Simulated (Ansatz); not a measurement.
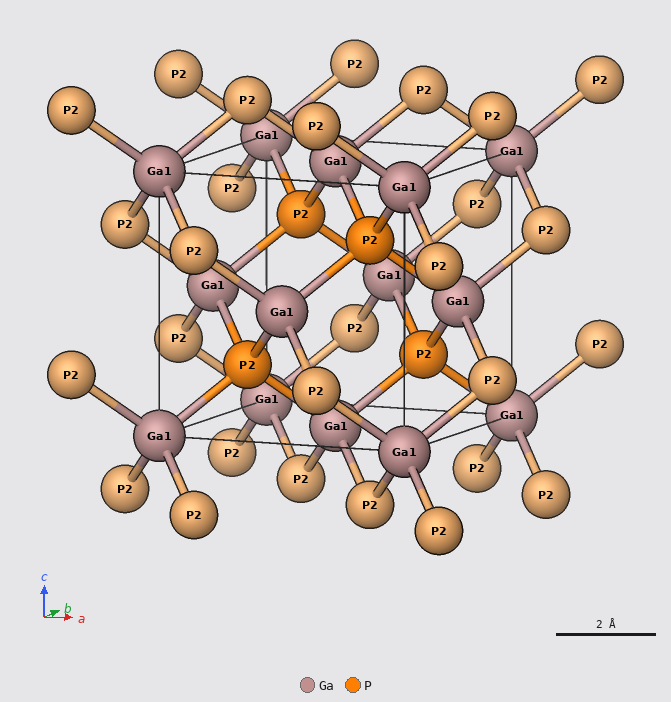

The starting structure (ball-and-stick view of the cell 4 times as large as that of the calculation, set on its symmetry axes, seen slightly off an axis; neighbours outside the cell are drawn fainter; atoms are numbered from 1 in the order of the input). Near neighbours in the crystal (not all of them lie inside the picture): Ga has 4 P at 2.36 Å; P has 4 Ga at 2.36 Å.

Geometry relaxation, with input and output: GaP

- system: GaP (F-43m, 2 atoms in the cell)
- method: DFT, PBE, plane waves, PAW, no spin polarisation (Ansatz 0.2.0)

The structure derives from a Materials Project entry. Figures and captions count atoms from 1; the log counts them from 0 in places.

Output:
```
Warning: relax: with tetrahedron occupations the Hellmann–Feynman forces and the energy need not agree along the walk (scf.occupations.method in the input reference, under Limitations); prefer a smearing scheme for the relaxation and re-run the relaxed geometry with tetrahedron occupations for the final energies/DOS
the start keeps a symmetry that the run doesn't impose, so 2 atoms are moved at random by 1.00e-2 Å, to let the relaxation leave a saddle point. relax.escape_saddle: false keeps them in place
Engine: ansatz 0.2.0, x86_64-unknown-linux-gnu
Pseudopotentials: kind: paw
Pseudopotential: Ga, paw, valence charge 13, recommended cutoff 420 eV (normal), Ga.paw.azcp
Pseudopotential: P, paw, valence charge 5, recommended cutoff 420 eV (normal), P.paw.azcp
Functional definition: PBE
  parameter kappa = 0.804
  parameter beta = 0.06672455060314922
  exchange = pbe_x(kappa = kappa, mu = beta*pi^2/3)
  correlation = pbe_c(beta = beta)
Crystal: 2 atoms, lattice volume = 40.506 Å³
Basis set: ecut = 420 eV, 749 PW (Γ), exchange–correlation on 54×54×54 points (8 copies of the dense FFT grid, shifted against one another)
Bands: 13, of which v1, the nominal top of the filled ones, is band 9 counted from 1 (8 counted from 0)
Symmetry: 1 space group operations
k-points: 260 of 512 (time reversal used)
Non-local potential: Ga, projectors of the file, l = 0: 2, l = 1: 2, l = 2: 3, l = 3: 1
Non-local potential: P, projectors of the file, l = 0: 2, l = 1: 2, l = 2: 2
PAW form: soft (Blöchl's): semilocal exchange-correlation on the pseudo side does not see the compensation charge
PAW one-centre angular grid: Ga, 590 points (default); XC on 64 Gauss nodes
PAW one-centre angular grid: P, 110 points (default); XC on 64 Gauss nodes
Initial density: superposition of atomic densities (neutral atoms: chi_scale 0, normalization atom), corrected by the library's trained network
Initial wavefunctions: pseudopotential atomic-orbital guess
Functional: x = pbe(κ = 0.804, μ = 0.2195149727645171), c = pbe(β = 0.06672455060314922)
SCF iter   1: F=—  HF=-4539.547347 eV  |F-HF|=—  |Δ(HF+E_count)|=         —  Δρ=1.56e-3  dr2=1.33e-3  ethr=1.77e-3  ⟨swp⟩=6.8  Hψ=23138  notcnv=0
preconditioner: resta → Resta (q_TF=auto, 2.383 Å⁻¹)  ε∞=3.5, the Penn estimate 3.5469608496623257  [insulator: Δε(μ)=1.571 eV  Ē_g=15.510 eV  ℏωp=24.8 eV]
SCF iter   2: F=—  HF=-4539.546390 eV  |F-HF|=—  |Δ(HF+E_count)|=   9.56e-4  Δρ=1.25e-3  dr2=4.85e-4  ethr=7.39e-6  ⟨swp⟩=3.0  Hψ=9623  notcnv=0
SCF iter   3: F=—  HF=-4539.546262 eV  |F-HF|=—  |Δ(HF+E_count)|=   1.28e-4  Δρ=5.18e-4  dr2=1.49e-4  ethr=2.70e-6  ⟨swp⟩=2.2  Hψ=6813  notcnv=0
SCF iter   4: F=—  HF=-4539.546310 eV  |F-HF|=—  |Δ(HF+E_count)|=   4.86e-5  Δρ=2.02e-4  dr2=1.51e-5  ethr=8.28e-7  ⟨swp⟩=2.8  Hψ=6144  notcnv=0
SCF iter   5: F=—  HF=-4539.546319 eV  |F-HF|=—  |Δ(HF+E_count)|=   8.63e-6  Δρ=9.60e-5  dr2=2.48e-6  ethr=8.40e-8  ⟨swp⟩=2.9  Hψ=7378  notcnv=0
SCF iter   6: F=—  HF=-4539.546322 eV  |F-HF|=—  |Δ(HF+E_count)|=   2.91e-6  Δρ=2.72e-5  dr2=1.43e-7  ethr=1.38e-8  ⟨swp⟩=4.0  Hψ=7596  notcnv=0
SCF iter   7: F=-4539.546322 eV  HF=-4539.546322 eV  |F-HF|=2.08e-10  |Δ(HF+E_count)|=  9.82e-10  Δρ=1.23e-6  dr2=4.77e-10  ethr=5.56e-10  ⟨swp⟩=4.9  Hψ=11809  notcnv=0
SCF 1 converged in 7 iterations: F = -4539.546322 eV  dr2 = 4.77e-10
  greatest PAW one-centre occupation: 0.994 electrons in one spin orbital (limit 2), on the Ga atom at site 0 (counted from 0), in its partial waves of l = 2
relax step   1: F+E_penalty+E_count = -4539.54632186 eV  Δ(F+E_penalty+E_count) = +0.000e0 eV  max|allowed force component| = 1.874e-1 eV/Å  Δτ_max = 0.0000 Å  P = +2.465 GPa  Ω = 40.506 Å³  (7 SCF iters, dr2 threshold 1.00e-7 eV, accepted)
Crystal: 2 atoms, lattice volume = 41.340 Å³
Basis set: ecut = 420 eV, 853 PW (Γ), exchange–correlation on 54×54×54 points (8 copies of the dense FFT grid, shifted against one another)
Initial density: handed on by an earlier stage of this run
Initial wavefunctions: those handed on with the density
iter 1 solved again at ethr=3.77e-6 eV; its pass at ethr=3.10e-3 eV (dr2=6.79e-4 eV) is discarded
SCF iter   1: F=—  HF=-4539.555992 eV  |F-HF|=—  |Δ(HF+E_count)|=         —  Δρ=1.29e-3  dr2=7.25e-4  ethr=3.77e-6  ⟨swp⟩=3.0  Hψ=26214  notcnv=0
preconditioner: resta → Resta (q_TF=auto, 2.375 Å⁻¹)  ε∞=3.5, the Penn estimate 3.5248324441675667  [insulator: Δε(μ)=1.578 eV  Ē_g=15.420 eV  ℏωp=24.5 eV]
SCF iter   2: F=—  HF=-4539.555874 eV  |F-HF|=—  |Δ(HF+E_count)|=   1.18e-4  Δρ=6.91e-4  dr2=2.09e-4  ethr=3.77e-6  ⟨swp⟩=2.0  Hψ=4420  notcnv=0
SCF iter   3: F=—  HF=-4539.555876 eV  |F-HF|=—  |Δ(HF+E_count)|=   1.60e-6  Δρ=1.73e-4  dr2=1.17e-5  ethr=1.16e-6  ⟨swp⟩=3.0  Hψ=6668  notcnv=0
SCF iter   4: F=—  HF=-4539.555879 eV  |F-HF|=—  |Δ(HF+E_count)|=   3.02e-6  Δρ=9.18e-5  dr2=3.44e-6  ethr=6.53e-8  ⟨swp⟩=3.0  Hψ=7691  notcnv=0
SCF iter   5: F=—  HF=-4539.555880 eV  |F-HF|=—  |Δ(HF+E_count)|=   5.22e-7  Δρ=2.83e-5  dr2=3.64e-7  ethr=1.91e-8  ⟨swp⟩=2.2  Hψ=6836  notcnv=0
SCF iter   6: F=-4539.555880 eV  HF=-4539.555880 eV  |F-HF|=2.44e-8  |Δ(HF+E_count)|=   6.73e-7  Δρ=4.99e-6  dr2=9.55e-9  ethr=1.11e-9  ⟨swp⟩=5.0  Hψ=11976  notcnv=0
SCF 2 converged in 6 iterations: F = -4539.555880 eV  dr2 = 9.55e-9
relax step   2: F+E_penalty+E_count = -4539.55588033 eV  Δ(F+E_penalty+E_count) = -9.558e-3 eV  max|allowed force component| = 6.655e-2 eV/Å  Δτ_max = 0.0077 Å  P = +0.742 GPa  Ω = 41.340 Å³  energy of the carried Pulay correction = -2.134e-4 eV  (6 SCF iters, dr2 threshold 2.00e-7 eV, accepted)
Crystal: 2 atoms, lattice volume = 41.703 Å³
Basis set: ecut = 420 eV, 869 PW (Γ), exchange–correlation on 54×54×54 points (8 copies of the dense FFT grid, shifted against one another)
iter 1 solved again at ethr=7.52e-7 eV; its pass at ethr=3.10e-3 eV (dr2=1.35e-4 eV) is discarded
SCF iter   1: F=—  HF=-4539.557103 eV  |F-HF|=—  |Δ(HF+E_count)|=         —  Δρ=5.22e-4  dr2=1.49e-4  ethr=7.52e-7  ⟨swp⟩=3.5  Hψ=26284  notcnv=0
preconditioner: resta → Resta (q_TF=auto, 2.372 Å⁻¹)  ε∞=3.5, the Penn estimate 3.5158169303175013  [insulator: Δε(μ)=1.576 eV  Ē_g=15.380 eV  ℏωp=24.4 eV]
SCF iter   2: F=—  HF=-4539.557074 eV  |F-HF|=—  |Δ(HF+E_count)|=   2.83e-5  Δρ=2.80e-4  dr2=4.17e-5  ethr=7.52e-7  ⟨swp⟩=2.2  Hψ=4584  notcnv=0
SCF iter   3: F=—  HF=-4539.557073 eV  |F-HF|=—  |Δ(HF+E_count)|=   1.33e-6  Δρ=6.37e-5  dr2=1.82e-6  ethr=2.32e-7  ⟨swp⟩=2.8  Hψ=6363  notcnv=0
SCF iter   4: F=—  HF=-4539.557074 eV  |F-HF|=—  |Δ(HF+E_count)|=   1.19e-6  Δρ=3.90e-5  dr2=5.80e-7  ethr=1.01e-8  ⟨swp⟩=3.0  Hψ=7689  notcnv=0
SCF iter   5: F=-4539.557074 eV  HF=-4539.557074 eV  |F-HF|=8.27e-8  |Δ(HF+E_count)|=   8.66e-8  Δρ=1.07e-5  dr2=5.43e-8  ethr=1.11e-9  ⟨swp⟩=5.0  Hψ=13409  notcnv=0
SCF 3 converged in 5 iterations: F = -4539.557074 eV  dr2 = 5.43e-8
relax step   3: F+E_penalty+E_count = -4539.55707428 eV  Δ(F+E_penalty+E_count) = -1.194e-3 eV  max|allowed force component| = 5.062e-3 eV/Å  Δτ_max = 0.0020 Å  P = +0.049 GPa  Ω = 41.703 Å³  energy of the carried Pulay correction = -3.049e-4 eV  (5 SCF iters, dr2 threshold 2.00e-7 eV, accepted)
Crystal: 2 atoms, lattice volume = 41.729 Å³
iter 1 solved again at ethr=5.16e-9 eV; its pass at ethr=3.10e-3 eV (dr2=9.29e-7 eV) is discarded
SCF iter   1: F=—  HF=-4539.557074 eV  |F-HF|=—  |Δ(HF+E_count)|=         —  Δρ=4.01e-5  dr2=1.01e-6  ethr=5.16e-9  ⟨swp⟩=4.0  Hψ=26131  notcnv=0
preconditioner: resta → Resta (q_TF=auto, 2.372 Å⁻¹)  ε∞=3.5, the Penn estimate 3.515448187565599  [insulator: Δε(μ)=1.579 eV  Ē_g=15.377 eV  ℏωp=24.4 eV]
SCF iter   2: F=—  HF=-4539.557074 eV  |F-HF|=—  |Δ(HF+E_count)|=   2.50e-7  Δρ=2.18e-5  dr2=3.03e-7  ethr=5.16e-9  ⟨swp⟩=3.0  Hψ=5438  notcnv=0
SCF iter   3: F=—  HF=-4539.557074 eV  |F-HF|=—  |Δ(HF+E_count)|=   1.11e-7  Δρ=8.71e-6  dr2=3.02e-8  ethr=1.68e-9  ⟨swp⟩=3.0  Hψ=6763  notcnv=0
SCF iter   4: F=-4539.557074 eV  HF=-4539.557074 eV  |F-HF|=2.38e-9  |Δ(HF+E_count)|=   9.86e-9  Δρ=3.47e-6  dr2=6.38e-9  ethr=9.78e-11  ⟨swp⟩=5.0  Hψ=13233  notcnv=0
SCF 4 converged in 4 iterations: F = -4539.557074 eV  dr2 = 6.38e-9
relax step   4: F+E_penalty+E_count = -4539.55707424 eV  Δ(F+E_penalty+E_count) = +4.074e-8 eV  max|allowed force component| = 2.228e-5 eV/Å  Δτ_max = 0.0002 Å  P = +0.001 GPa  Ω = 41.729 Å³  energy of the carried Pulay correction = -3.114e-4 eV  (4 SCF iters, dr2 threshold 1.76e-8 eV, accepted)
Initial wavefunctions: pseudopotential atomic-orbital guess (no wavefunctions were taken with the density)
iter 1 solved again at ethr=1.14e-6 eV; its pass at ethr=3.10e-3 eV (dr2=2.05e-4 eV) is discarded
SCF iter   1: F=—  HF=-4539.556289 eV  |F-HF|=—  |Δ(HF+E_count)|=         —  Δρ=3.43e-4  dr2=1.17e-6  ethr=1.14e-6  ⟨swp⟩=3.0  Hψ=31840  notcnv=0
preconditioner: resta → Resta (q_TF=auto, 2.372 Å⁻¹)  ε∞=3.5, the Penn estimate 3.515356525053205  [insulator: Δε(μ)=1.579 eV  Ē_g=15.377 eV  ℏωp=24.4 eV]
SCF iter   2: F=—  HF=-4539.557119 eV  |F-HF|=—  |Δ(HF+E_count)|=   8.30e-4  Δρ=1.75e-4  dr2=4.14e-7  ethr=6.49e-9  ⟨swp⟩=3.1  Hψ=7807  notcnv=0
SCF iter   3: F=—  HF=-4539.557382 eV  |F-HF|=—  |Δ(HF+E_count)|=   2.63e-4  Δρ=3.65e-5  dr2=2.57e-8  ethr=2.30e-9  ⟨swp⟩=3.0  Hψ=7592  notcnv=0
SCF iter   4: F=—  HF=-4539.557393 eV  |F-HF|=—  |Δ(HF+E_count)|=   1.16e-5  Δρ=2.57e-6  dr2=2.47e-9  ethr=1.43e-10  ⟨swp⟩=2.8  Hψ=7356  notcnv=0
SCF iter   5: F=—  HF=-4539.557393 eV  |F-HF|=—  |Δ(HF+E_count)|=   5.71e-9  Δρ=1.04e-6  dr2=6.73e-10  ethr=1.37e-11  ⟨swp⟩=3.9  Hψ=7393  notcnv=0
SCF iter   6: F=—  HF=-4539.557393 eV  |F-HF|=—  |Δ(HF+E_count)|=  7.15e-10  Δρ=5.97e-7  dr2=1.42e-10  ethr=3.74e-12  ⟨swp⟩=2.9  Hψ=5891  notcnv=0
SCF iter   7: F=-4539.557393 eV  HF=-4539.557393 eV  |F-HF|=3.64e-12  |Δ(HF+E_count)|=   1.84e-9  Δρ=8.05e-8  dr2=3.59e-12  ethr=1.00e-12  ⟨swp⟩=5.0  Hψ=18132  notcnv=0
SCF 5 converged in 7 iterations: F = -4539.557393 eV  dr2 = 3.59e-12
relax step   5: F+E_penalty+E_count = -4539.55739322 eV  Δ(F+E_penalty+E_count) = -3.190e-4 eV  max|allowed force component| = 2.916e-5 eV/Å  Δτ_max = 0.0000 Å  P = +0.004 GPa  Ω = 41.729 Å³  stress off target by 5.09e-3 GPa  SCF on the basis re-selected at this cell (its energy is not comparable with the rows above)  (7 SCF iters)
```

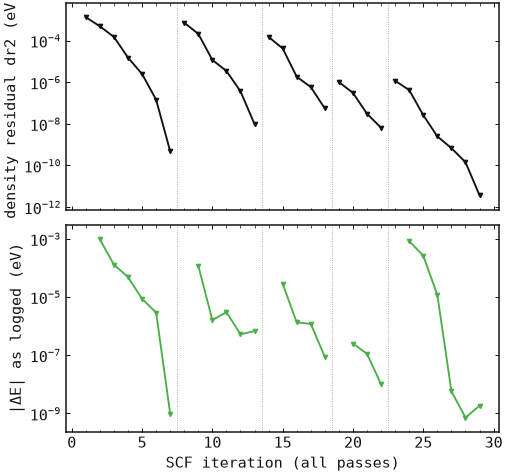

Convergence of the self-consistent field: density residual dr2 and size of the energy change against the SCF iteration. The dotted lines part the SCF passes of the relaxation: geometry steps, rejected trials and re-solves on a re-selected basis. The 5 passes take 4 to 7 iterations each, 29 in all.

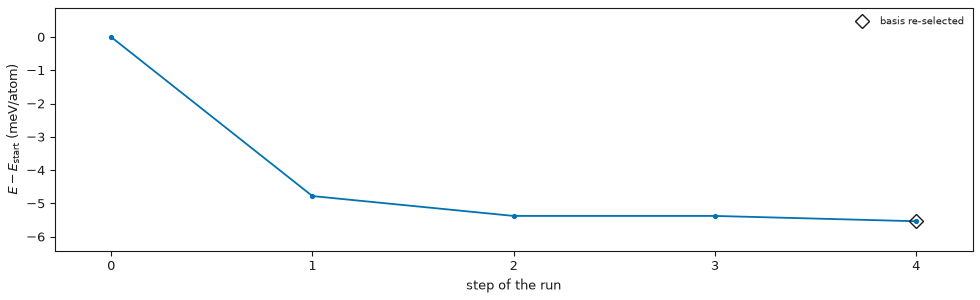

Progress of the relaxation, step by step (the first geometry is step 0 here and step 1 in the log).

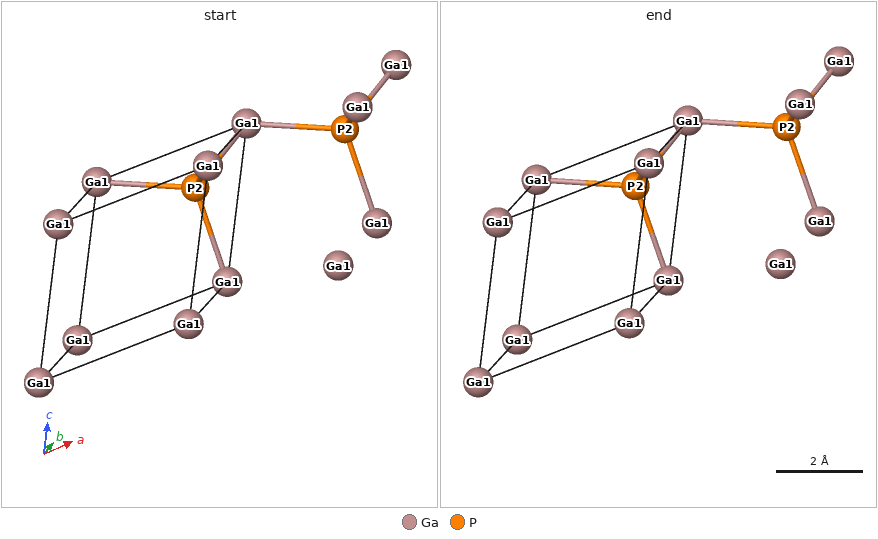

Before (left) and after (right) the relaxation, at one scale (ball-and-stick view of the cell of the calculation, repeated 2 × 1 × 1, seen slightly off an axis). The largest moves relative to the cell, 0.010 Å, are those of Ga1 and P2. By element the largest moves are Ga 0.010 Å, P 0.010 Å. The drawn cell changes as follows: a = b = c 3.855 → 3.893 Å (+1.0 %); the volume changes by +3.0 %. Among the contacts that change: Ga1–P2 2.346 → 2.384 Å. The space group (tolerance 0.01 Å) goes from Cm (No. 8) to F-43m (No. 216). Over 3 geometry steps the energy falls by 5.4 meV per atom. The largest force component goes from 0.19 to under 0.0001 eV/Å. The pressure goes from 2.46 to 0.00 GPa. A last SCF at the same geometry on a re-selected plane-wave basis shifts the energy by −0.2 meV per atom. (Atoms are counted from 1 in the order of the input.)

```
basis re-selected at this cell: Δ(F+E_penalty+E_count) = -3.190e-4 eV, ΔP = +0.003 GPa vs the last step (what re-selecting the basis moved, of the pressure what is left beyond the Pulay correction that the steps carried, after the strain that the cell walked since its last selection, with what the two solves' SCF thresholds leave and, on support functions, any second-order correction that the steps lacked; it is no measure of the basis error at this ecutwfc). This SCF's stress stands 5.09e-3 GPa from its target on what of the cell is left free (relax.cell.stress_tol is 5.00e-2 GPa) and its largest allowed force component is 2.92e-5 eV/Å (relax.f_tol is 5.00e-3 eV/Å): within both
WARN: the relaxation ended near the 24 symmetry operations of its rattled start. A stable structure does so, and so can a saddle point along a move or strain that wasn't checked. `relax.random_displacement` or `relax.escape_saddle: true` tries the moves, and a distorted `crystal.lattice` a strain
SCF converged after 7 iterations
Free energy (F): -4539.557393 eV
Harris-Foulkes:  -4539.557393 eV  (|F-HF|=3.64e-12)
Internal energy: -4539.557393 eV  (E = F + TS)
E sigma→0 (E₀):  -4539.557393 eV
Fermi energy:    6.707785 eV
--- Per-component energies (eV) ---
  E_band       = -63.763773
  E_kinetic    = 185.376559
  E_local      = -2220.757145  (includes V_loc(G=0)·N_el)
  E_nonlocal   = 458.828601
  E_hartree    = 1025.278267
  E_xc         = -130.305077
  E_vxc        = -118.401981  (∫ρ·V_xc dr)
  E_paw        = -2558.558253  (= ΣΔE_a)
  E_vpaw       = -419.366283  (= ΣTr[D̂ρ^β])
  E_aug_tail   = -0.000085  (compensation charges beyond the density's cutoff)
  E_ewald      = -1299.420261
  E_smearing   = -0.000000  (= −TS)
  E_closure    = 0.000000  (closes the sum)
  Σ components = -4539.557393   (vs F -4539.557393, Δ=0.00e0)
--- Forces (eV/Å), atoms counted from 1 ---
  atom   1  Ga     0.00001689     0.00002916     0.00001257
  atom   2  P     -0.00001688    -0.00002917    -0.00001257
  max |Σ_I F_I| component: 3.13e-9 eV/Å
--- Stress (GPa, compression-positive) ---
        0.003905       0.000305       0.000767
        0.000305       0.004627       0.000286
        0.000767       0.000286       0.003987
  P = ⅓ Tr σ = 0.0042 GPa (0.042 kbar)
--- Band table (eV; the first three rows and the last of 260) ---
  k-point 0: bands = ["-7.7761", "-7.7761", "-7.7761", "-7.6855", "-7.6855", "-5.5599", "6.7077", "6.7078", "6.7078", "8.2865", "10.5997", "10.5997", "10.5998"]
  k-point 1: bands = ["-7.7880", "-7.7718", "-7.7718", "-7.6855", "-7.6855", "-5.3655", "5.0830", "6.4891", "6.4891", "8.9907", "10.9355", "10.9356", "11.1104"]
  k-point 2: bands = ["-7.8147", "-7.7627", "-7.7627", "-7.6843", "-7.6843", "-4.8152", "2.8981", "6.0737", "6.0738", "8.7591", "11.4314", "11.4314", "12.9006"]
  k-point 259: bands = ["-7.8488", "-7.7535", "-7.7535", "-7.6787", "-7.6787", "-3.5915", "0.2451", "5.6334", "5.6335", "8.2898", "11.4289", "11.4290", "14.9277"]
--- Relaxed structure (4 steps of the walk, 4 accepted, 1 SCFs on fresh bases) ---
  F+E_penalty+E_count = -4539.55739322 eV   max|allowed force component| = 2.916e-5 eV/Å   (the final SCF, on the basis selected at the relaxed cell)
  cell:  # Å, volume = 41.7294 Å³
    - [-2.0482113185005386e-5, 2.7529635486659076, 2.752987805710238]
    - [2.7529813452266376, -1.0907534536285314e-5, 2.7529782311315896]
    - [2.752990260443671, 2.7529628893042926, -1.9822751569801386e-5]
  atoms:
    - { symbol: Ga, position: [-0.0001321599823938223, 0.0005401197252605284, -3.212225982632123e-5] }
    - { symbol: P, position: [0.7498668747500252, 0.7505404824675044, 0.7499672040572882] }
```

Trajectory as extended XYZ (Å, eV, eV/Å), 5 frames, from step=1 to step=5:
```
2
Lattice="0.0000 2.7258 2.7258 2.7258 0.0000 2.7258 2.7258 2.7258 0.0000" Properties=species:S:1:pos:R:3:forces:R:3 step=1 energy=-4539.54632 pressure_GPa=2.46
Ga    0.0009   -0.0097   -0.0021    0.0132   0.1874   0.0645
P     4.0906    4.0976    4.0930   -0.0132  -0.1874  -0.0645
2
Lattice="-0.0072 2.7439 2.7441 2.7392 -0.0022 2.7391 2.7426 2.7424 -0.0057" Properties=species:S:1:pos:R:3:forces:R:3 step=2 energy=-4539.55588 pressure_GPa=0.74
Ga    0.0013   -0.0025    0.0004    0.0044   0.0666   0.0229
P     4.1075    4.1146    4.1099   -0.0044  -0.0665  -0.0229
2
Lattice="-0.0005 2.7522 2.7524 2.7521 -0.0002 2.7521 2.7523 2.7521 -0.0005" Properties=species:S:1:pos:R:3:forces:R:3 step=3 energy=-4539.55707 pressure_GPa=0.05
Ga    0.0014   -0.0006    0.0011    0.0003   0.0051   0.0017
P     4.1293    4.1278    4.1291   -0.0003  -0.0051  -0.0017
2
Lattice="-0.0000 2.7530 2.7530 2.7530 -0.0000 2.7530 2.7530 2.7530 -0.0000" Properties=species:S:1:pos:R:3:forces:R:3 step=4 energy=-4539.55707 pressure_GPa=0.00
Ga    0.0014   -0.0005    0.0011    0.0000   0.0000   0.0000
P     4.1309    4.1290    4.1306    0.0000   0.0000   0.0000
2
Lattice="-0.0000 2.7530 2.7530 2.7530 -0.0000 2.7530 2.7530 2.7530 -0.0000" Properties=species:S:1:pos:R:3:forces:R:3 step=5 energy=-4539.55739 pressure_GPa=0.00
Ga    0.0014   -0.0005    0.0011    0.0000   0.0000   0.0000
P     4.1309    4.1290    4.1306    0.0000   0.0000   0.0000
```

This output came from the following input.

The input:
```yaml
crystal:
  lattice:
    - [0.0, 2.72581249, 2.72581249]
    - [2.72581249, 0.0, 2.72581249]
    - [2.72581249, 2.72581249, 0.0]
  atoms:
    - { symbol: Ga, position: [0.0, 0.0, 0.0] }
    - { symbol: P, position: [0.75, 0.75, 0.75] }
  symmetry: { detect: false }
basis:
  ecutwfc: 420
kpoints:
  mp_grid: { grid: [8, 8, 8] }
hamiltonian:
  xc: pbe
scf:
  occupations: { method: tetrahedron_uncorrected }
  mixing: { preconditioner: resta }
output:
  forces: true
  eigenvalues: true
  stress: true
relax:
  adjacent_minimum: "off"
  f_tol: 0.005
  max_steps: 80
  cell: { stress_tol: 0.05 }
```

Run as:
```bash
ansatz run input.yaml --threads 4 --pin off --max-ram 8192MiB --backend cpu --events-out ev --progress --plain --runs-dir out
```

Summary:

| quantity | value |
| --- | --- |
| outcome | converged |
| space group (tolerance 0.01 Å) | F-43m (216) |
| electrons treated | 18 |
| free energy | −4539.5574 eV |
| Fermi energy | 6.708 eV |
| gap on the k-point mesh | 1.58 eV |
| pressure | 0.00 GPa |
| final volume | 41.73 Å³ |
| largest force (length of the vector) at the end | under 0.001 eV/Å |
| final cell | a = 3.893 Å, b = 3.893 Å, c = 3.893 Å, α = 60.00°, β = 60.00°, γ = 60.00° |
| hardware | 4 threads of Intel Xeon @ 2.50GHz (Skylake/Cascade Lake), 192 GiB of memory available, shared host |
| wall time | 21 s (CPU time 78 s) |
| peak memory | 0.55 GiB |

Settings chosen away from the usual ones: scf.occupations.width removed; scf.occupations.method set to tetrahedron_uncorrected (from gaussian); scf.mixing.preconditioner set to resta; crystal.symmetry set to {"detect": false}.
